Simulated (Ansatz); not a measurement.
**Geometry relaxation of ZnSe (part 1 of 2)**

ZnSe (8 atoms in the cell), computed with DFT PBE, scalar-relativistic, plane waves, PAW, no spin polarisation (Ansatz 0.2.0).

The structure was made by a generator, so it may or may not be a known phase. Figures and captions count atoms from 1; the log counts them from 0 in places.

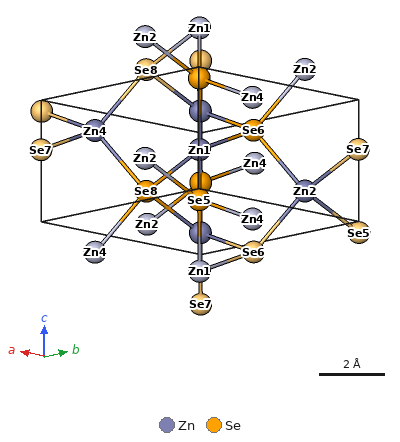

**Figure 1.** The structure as given in the input (ball-and-stick view of the cell of the calculation, seen at an oblique angle; neighbours outside the cell are drawn fainter; atoms are numbered from 1 in the order of the input). Near neighbours in the crystal (not all of them lie inside the picture): Zn has 4 Se at 2.49 to 2.54 Å; Se has 4 Zn at 2.49 to 2.54 Å.

The input:
```yaml
crystal:
  lattice:
    - [6.9443927877, 0.0, 0.0]
    - [0.0, 6.9443927877, 0.0]
    - [0.0, 0.0, 3.851382689]
  atoms:
    - { symbol: Zn, position: [0.6692433079, 0.6692433079, 0.5] }
    - { symbol: Zn, position: [0.1692433079, 0.8307566921, 0.25] }
    - { symbol: Zn, position: [0.3307566921, 0.3307566921, 0.0] }
    - { symbol: Zn, position: [0.8307566921, 0.1692433079, 0.75] }
    - { symbol: Se, position: [0.8307062553, 0.8307062553, 0.0] }
    - { symbol: Se, position: [0.3307062553, 0.6692937447, 0.75] }
    - { symbol: Se, position: [0.1692937447, 0.1692937447, 0.5] }
    - { symbol: Se, position: [0.6692937447, 0.3307062553, 0.25] }
basis:
  ecutwfc: 420
kpoints:
  mp_grid: { grid: [4, 4, 8] }
hamiltonian:
  xc: pbe
scf:
  occupations: { method: gaussian, width: 0.02 }
output:
  forces: true
  stress: true
  eigenvalues: true
  write_density: true
  write_potential: true
  elf: true
  volumetric_format: npy
relax:
  adjacent_minimum: "off"
  f_tol: 0.01
  max_steps: 80
  cell: { stress_tol: 0.05 }
```

Run on 1 thread of Arm Neoverse V2, 24 GiB of memory available, shared host.

Launched with:
```bash
ansatz run input.yaml --threads 1 --pin off --max-ram 2560MiB --backend cpu --events-out ev --progress --plain --runs-dir out
```

Output:
```
Engine: ansatz 0.2.0, aarch64-unknown-linux-gnu
Pseudopotentials: kind: paw
Pseudopotential: Zn, paw, valence charge 12, recommended cutoff 420 eV (normal), Zn.paw.azcp
Pseudopotential: Se, paw, valence charge 16, recommended cutoff 420 eV (normal), Se.paw.azcp
Functional definition: PBE
  parameter kappa = 0.804
  parameter beta = 0.06672455060314922
  exchange = pbe_x(kappa = kappa, mu = beta*pi^2/3)
  correlation = pbe_c(beta = beta)
Crystal: 8 atoms, lattice volume = 185.731 Å³
Basis set: ecut = 420 eV, 3673 PW (Γ), exchange–correlation on 96×96×54 points (8 copies of the dense FFT grid, shifted against one another)
Bands: 68, of which v1, the nominal top of the filled ones, is band 56 counted from 1 (55 counted from 0)
Symmetry: 8 space group operations
Space group: P41212 (ITA 92), of the structure as read, at distance tolerance 5.7e-5 Å
k-points: 30 of 128
Non-local potential: Zn, projectors of the file, l = 0: 2, l = 1: 2, l = 2: 3, l = 3: 1
Non-local potential: Se, projectors of the file, l = 0: 2, l = 1: 2, l = 2: 3, l = 3: 1
PAW form: soft (Blöchl's): semilocal exchange-correlation on the pseudo side does not see the compensation charge
PAW one-centre angular grid: Zn, 590 points (default); XC on 64 Gauss nodes
PAW one-centre angular grid: Se, 590 points (default); XC on 64 Gauss nodes
Initial density: superposition of atomic densities (neutral atoms: chi_scale 0, normalization atom), corrected by the library's trained network
Initial wavefunctions: pseudopotential atomic-orbital guess
Functional: x = pbe(κ = 0.804, μ = 0.2195149727645171), c = pbe(β = 0.06672455060314922)
SCF iter   1: F=—  HF=-35156.621010 eV  |F-HF|=—  |Δ(HF+E_count)|=         —  Δρ=1.26e-3  dr2=2.61e-3  ethr=1.77e-3  ⟨swp⟩=6.0  Hψ=8116  notcnv=0  defer=3
preconditioner: auto → Resta (q_TF=auto, 2.508 Å⁻¹)  ε∞=5.6  [insulator: Δε(μ)=0.676 eV  Ē_g=10.776 eV  σ=0.020 eV  W_gap=1.00  n_scr=46 (ndim 8)  ℏωp=23.1 eV  f_vac=0.110  D(μ)=0.00/eV (n_scr^D=0)  ε∞_Penn≈5.6]
SCF iter   2: F=—  HF=-35156.620914 eV  |F-HF|=—  |Δ(HF+E_count)|=   9.54e-5  Δρ=7.25e-4  dr2=1.11e-3  ethr=2.33e-6  ⟨swp⟩=2.0  Hψ=4087  notcnv=0  defer=134
SCF iter   3: F=—  HF=-35156.621281 eV  |F-HF|=—  |Δ(HF+E_count)|=   3.66e-4  Δρ=3.81e-4  dr2=2.53e-4  ethr=9.90e-7  ⟨swp⟩=2.0  Hψ=3706  notcnv=0  defer=134
SCF iter   4: F=—  HF=-35156.621082 eV  |F-HF|=—  |Δ(HF+E_count)|=   1.98e-4  Δρ=1.24e-4  dr2=3.12e-5  ethr=2.26e-7  ⟨swp⟩=2.0  Hψ=3533  notcnv=0  defer=134
SCF iter   5: F=—  HF=-35156.621019 eV  |F-HF|=—  |Δ(HF+E_count)|=   6.33e-5  Δρ=1.09e-4  dr2=1.72e-5  ethr=2.79e-8  ⟨swp⟩=2.0  Hψ=3533  notcnv=0  defer=134
SCF iter   6: F=—  HF=-35156.621011 eV  |F-HF|=—  |Δ(HF+E_count)|=   8.20e-6  Δρ=2.87e-5  dr2=3.25e-6  ethr=1.53e-8  ⟨swp⟩=2.0  Hψ=3533  notcnv=0  defer=134
SCF iter   7: F=—  HF=-35156.621012 eV  |F-HF|=—  |Δ(HF+E_count)|=   1.30e-6  Δρ=8.75e-6  dr2=2.40e-7  ethr=2.90e-9  ⟨swp⟩=2.0  Hψ=3533  notcnv=0  defer=134
SCF iter   8: F=-35156.621012 eV  HF=-35156.621012 eV  |F-HF|=2.35e-8  |Δ(HF+E_count)|=   3.63e-7  Δρ=2.10e-6  dr2=1.73e-8  ethr=8.93e-11  ⟨swp⟩=12.5  Hψ=14798  notcnv=0
SCF 1 converged in 8 iterations: F = -35156.621012 eV  dr2 = 1.73e-8
  greatest PAW one-centre occupation: 1.000 electrons in one spin orbital (limit 2), on the Se atom at site 6 (counted from 0), in its partial waves of l = 2
relax step   1: F+E_penalty+E_count = -35156.62101244 eV  Δ(F+E_penalty+E_count) = +0.000e0 eV  max|allowed force component| = 1.055e-2 eV/Å  Δτ_max = 0.0000 Å  P = +0.001 GPa  Ω = 185.731 Å³  (8 SCF iters, dr2 threshold 1.00e-7 eV, accepted)
Crystal: 8 atoms, lattice volume = 185.724 Å³
Initial density: handed on by an earlier stage of this run
Initial wavefunctions: those handed on with the density
iter 1 solved again at ethr=4.17e-8 eV; its pass at ethr=3.10e-3 eV (dr2=4.67e-5 eV) is discarded
SCF iter   1: F=—  HF=-35156.621148 eV  |F-HF|=—  |Δ(HF+E_count)|=         —  Δρ=2.18e-4  dr2=4.66e-5  ethr=4.17e-8  ⟨swp⟩=2.4  Hψ=6898  notcnv=0
preconditioner: auto → Resta (q_TF=auto, 2.508 Å⁻¹)  ε∞=5.6  [insulator: Δε(μ)=0.684 eV  Ē_g=10.773 eV  σ=0.020 eV  W_gap=1.00  n_scr=46 (ndim 8)  ℏωp=23.1 eV  f_vac=0.109  D(μ)=0.00/eV (n_scr^D=0)  ε∞_Penn≈5.6]
SCF iter   2: F=—  HF=-35156.621060 eV  |F-HF|=—  |Δ(HF+E_count)|=   8.84e-5  Δρ=1.09e-4  dr2=1.09e-5  ethr=4.16e-8  ⟨swp⟩=2.3  Hψ=3307  notcnv=0
SCF iter   3: F=—  HF=-35156.621058 eV  |F-HF|=—  |Δ(HF+E_count)|=   2.12e-6  Δρ=1.41e-5  dr2=4.00e-7  ethr=9.75e-9  ⟨swp⟩=2.0  Hψ=3720  notcnv=0
SCF iter   4: F=—  HF=-35156.621057 eV  |F-HF|=—  |Δ(HF+E_count)|=   9.68e-7  Δρ=4.84e-6  dr2=2.85e-8  ethr=3.57e-10  ⟨swp⟩=2.0  Hψ=3066  notcnv=0
SCF iter   5: F=—  HF=-35156.621057 eV  |F-HF|=—  |Δ(HF+E_count)|=   1.84e-8  Δρ=2.13e-6  dr2=8.26e-9  ethr=6.22e-12  ⟨swp⟩=7.1  Hψ=12199  notcnv=0
SCF iter   6: F=-35156.621057 eV  HF=-35156.621057 eV  |F-HF|=7.57e-10  |Δ(HF+E_count)|=  8.88e-10  Δρ=8.47e-7  dr2=2.15e-9  ethr=6.22e-12  ⟨swp⟩=6.9  Hψ=11160  notcnv=0
SCF 2 converged in 6 iterations: F = -35156.621057 eV  dr2 = 2.15e-9
  greatest PAW one-centre occupation: 1.000 electrons in one spin orbital (limit 2), on the Se atom at site 7 (counted from 0), in its partial waves of l = 2
relax step   2: F+E_penalty+E_count = -35156.62105667 eV  Δ(F+E_penalty+E_count) = -4.423e-5 eV  max|allowed force component| = 3.944e-3 eV/Å  Δτ_max = 0.0026 Å  P = +0.006 GPa  Ω = 185.724 Å³  energy of the carried Pulay correction = +2.326e-6 eV  (6 SCF iters, dr2 threshold 6.96e-9 eV, accepted)
Initial wavefunctions: pseudopotential atomic-orbital guess (no wavefunctions were taken with the density)
iter 1 solved again at ethr=5.31e-8 eV; its pass at ethr=3.10e-3 eV (dr2=5.94e-5 eV) is discarded
SCF iter   1: F=—  HF=-35156.621132 eV  |F-HF|=—  |Δ(HF+E_count)|=         —  Δρ=1.11e-6  dr2=2.36e-9  ethr=5.31e-8  ⟨swp⟩=3.1  Hψ=14290  notcnv=0
eigensolver tolerance schedule: the retry pair's looser diagonalisation over-reported the residual by 25197.03 of it (diagonalisation noise at 0.76 of the residual, at the tolerance the schedule requests for it); recorded, not acted on — ethr = c·dr2/N_el stays at c = 1.0e-1
preconditioner: auto → Resta (q_TF=auto, 2.508 Å⁻¹)  ε∞=5.6  [insulator: Δε(μ)=0.684 eV  Ē_g=10.772 eV  σ=0.020 eV  W_gap=1.00  n_scr=46 (ndim 8)  ℏωp=23.1 eV  f_vac=0.109  D(μ)=0.00/eV (n_scr^D=0)  ε∞_Penn≈5.6]
SCF iter   2: F=—  HF=-35156.621057 eV  |F-HF|=—  |Δ(HF+E_count)|=   7.52e-5  Δρ=5.97e-7  dr2=1.18e-9  ethr=2.11e-12  ⟨swp⟩=3.0  Hψ=5082  notcnv=0
SCF iter   3: F=—  HF=-35156.621057 eV  |F-HF|=—  |Δ(HF+E_count)|=  1.75e-10  Δρ=3.72e-7  dr2=6.63e-10  ethr=1.05e-12  ⟨swp⟩=2.0  Hψ=2640  notcnv=0
SCF iter   4: F=—  HF=-35156.621057 eV  |F-HF|=—  |Δ(HF+E_count)|=  4.66e-10  Δρ=3.51e-7  dr2=2.48e-10  ethr=1.00e-12  ⟨swp⟩=2.0  Hψ=2964  notcnv=0
SCF iter   5: F=-35156.621057 eV  HF=-35156.621057 eV  |F-HF|=2.91e-11  |Δ(HF+E_count)|=    0.00e0  Δρ=1.50e-7  dr2=2.06e-11  ethr=1.00e-12  ⟨swp⟩=4.9  Hψ=10894  notcnv=0
SCF 3 converged in 5 iterations: F = -35156.621057 eV  dr2 = 2.06e-11
relax step   3: F+E_penalty+E_count = -35156.62105667 eV  Δ(F+E_penalty+E_count) = -1.295e-9 eV  max|allowed force component| = 3.944e-3 eV/Å  Δτ_max = 0.0000 Å  P = +0.006 GPa  Ω = 185.724 Å³  stress off target by 1.64e-2 GPa  SCF on the basis re-selected at this cell (its energy is not comparable with the rows above)  (5 SCF iters)
```

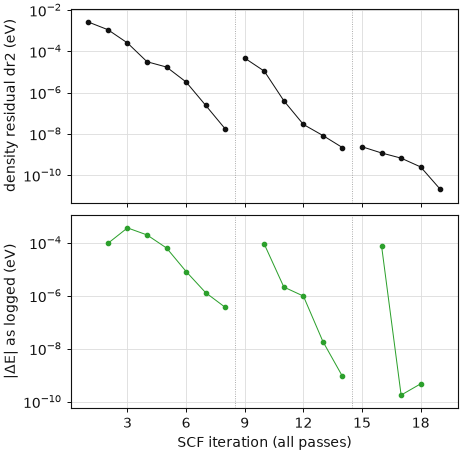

**Figure 2.** Convergence of the self-consistent field: density residual dr2 and size of the energy change against the SCF iteration. The dotted lines part the SCF passes of the relaxation: geometry steps, rejected trials and re-solves on a re-selected basis. The passes take 8, 6 and 5 iterations.

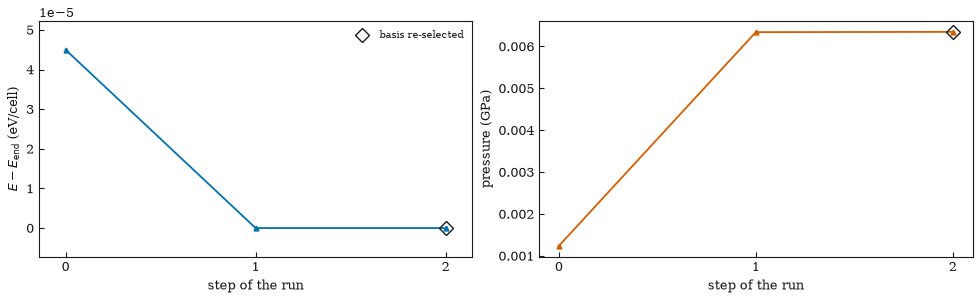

**Figure 3.** Progress of the relaxation, step by step (the first geometry is step 0 here and step 1 in the log). After 1 geometry step the energy has fallen by next to nothing (0.0 meV per cell of the calculation). Largest force component: 0.011 eV/Å at the start, 0.0039 eV/Å at the end. Pressure: 0.00 GPa at the start and 0.01 GPa at the end. The atoms keep their places (all moves are under 0.005 Å). The cell stays as it was. The space group stays P4_12_12 (No. 92). A last SCF at the same geometry on a re-selected plane-wave basis shifts the energy by next to nothing (0.0 meV per cell of the calculation). (Atoms are counted from 1 in the order of the input.)

```
basis re-selected at this cell: Δ(F+E_penalty+E_count) = -1.295e-9 eV, ΔP = +0.000 GPa vs the last step (what re-selecting the basis moved, of the pressure what is left beyond the Pulay correction that the steps carried, after the strain that the cell walked since its last selection, with what the two solves' SCF thresholds leave and, on support functions, any second-order correction that the steps lacked; it is no measure of the basis error at this ecutwfc). This SCF's stress stands 1.64e-2 GPa from its target on what of the cell is left free (relax.cell.stress_tol is 5.00e-2 GPa) and its largest allowed force component is 3.94e-3 eV/Å (relax.f_tol is 1.00e-2 eV/Å): within both
SCF converged after 5 iterations
Free energy (F): -35156.621057 eV
Harris-Foulkes:  -35156.621057 eV  (|F-HF|=2.91e-11)
Internal energy: -35156.621057 eV  (E = F + TS)
E sigma→0 (E₀):  -35156.621057 eV
Fermi energy:    6.955564 eV
--- Per-component energies (eV) ---
  E_band       = -1545.148415
  E_kinetic    = 996.476029
  E_local      = -17781.781257  (includes V_loc(G=0)·N_el)
  E_nonlocal   = 76.835601
  E_hartree    = 8239.846208
  E_xc         = -963.027390
  E_vxc        = -597.168047  (∫ρ·V_xc dr)
  E_paw        = -14961.026686  (= ΣΔE_a)
  E_vpaw       = -719.199316  (= ΣTr[D̂ρ^β])
  E_aug_tail   = -0.003778  (compensation charges beyond the density's cutoff)
  E_ewald      = -10763.939784
  E_smearing   = -0.000000  (= −TS)
  E_closure    = -0.000000  (closes the sum)
  Σ components = -35156.621057   (vs F -35156.621057, Δ=0.00e0)
--- Forces (eV/Å), atoms counted from 1 ---
  atom   1  Zn    -0.00394422    -0.00394422     0.00000000
  atom   2  Zn    -0.00394422     0.00394422     0.00000000
  atom   3  Zn     0.00394422     0.00394422     0.00000000
  atom   4  Zn     0.00394422    -0.00394422     0.00000000
  atom   5  Se     0.00090699     0.00090699     0.00000000
  atom   6  Se     0.00090699    -0.00090699    -0.00000000
  atom   7  Se    -0.00090699    -0.00090699     0.00000000
  atom   8  Se    -0.00090699     0.00090699    -0.00000000
  max |Σ_I F_I| component: 6.66e-17 eV/Å
--- Stress (GPa, compression-positive) ---
        0.001311       0.000000       0.000000
        0.000000       0.001311      -0.000000
        0.000000      -0.000000       0.016421
  P = ⅓ Tr σ = 0.0063 GPa (0.063 kbar)
--- Band table (eV; the first three rows and the last of 30) ---
```
